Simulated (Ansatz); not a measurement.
Consider LiNbO₃.

```
Li Nb O
1.0
    -2.59484   -4.49440    0.00000
    -5.18969    0.00000    0.00000
    -2.59484   -1.49813   -4.67218
Li Nb O
2 2 6
Direct
  0.28163 0.28163 0.15511
  0.78163 0.78163 0.65511
  0.01154 0.98619 0.00623
  0.51154 0.48619 0.50623
  0.72107 0.35797 0.81038
  0.35797 0.11059 0.81038
  0.11059 0.72107 0.81038
  0.61059 0.85797 0.31038
  0.22107 0.61059 0.31038
  0.85797 0.22107 0.31038
```

Space group P1; changed on purpose from its base cell (all Nb atoms moved -0.075 Å, as atom 3 towards its neighbour atom 5 (O) at 1.884 A); not relaxed (largest force 1.2 eV/Å).

The calculation used DFT PBE, scalar-relativistic, plane waves, PAW (Ansatz 0.2.0).

Question: What can the converged valence pseudo-density and electron localisation function tell about the bonding?

Answer: Nb–O (1.85 Å): ρ is about 1.3 e/Å³ halfway; the ELF peaks at about 0.80 in the valence shell of O, 0.5 Å from its nucleus, and drops to about 0.30 between the two atoms: no localised pair shows between them.
Li–O (2.08 Å): ρ at the midpoint is about 0.26 e/Å³; the ELF peaks at about 0.85 in the valence shell of O, 0.6 Å from its nucleus, and falls to about 0 next to Li: a closed-shell, largely ionic contact.
Nb–O (1.92 Å): the density is about 1.1 e/Å³ at the midpoint; the ELF peaks at about 0.80 in the valence shell of O, 0.6 Å from its nucleus, and drops to about 0.25 between the two atoms: no localised pair shows between them.

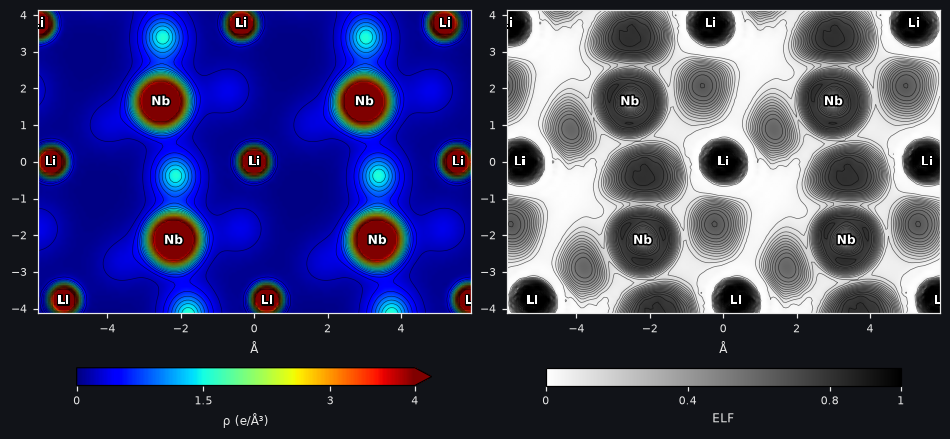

Computed valence pseudo-density and electron localisation function on the (11̄0) plane of the conventional cell, in this order. Atoms just off the plane (O, 0.6 Å away) can leave unmarked features too.
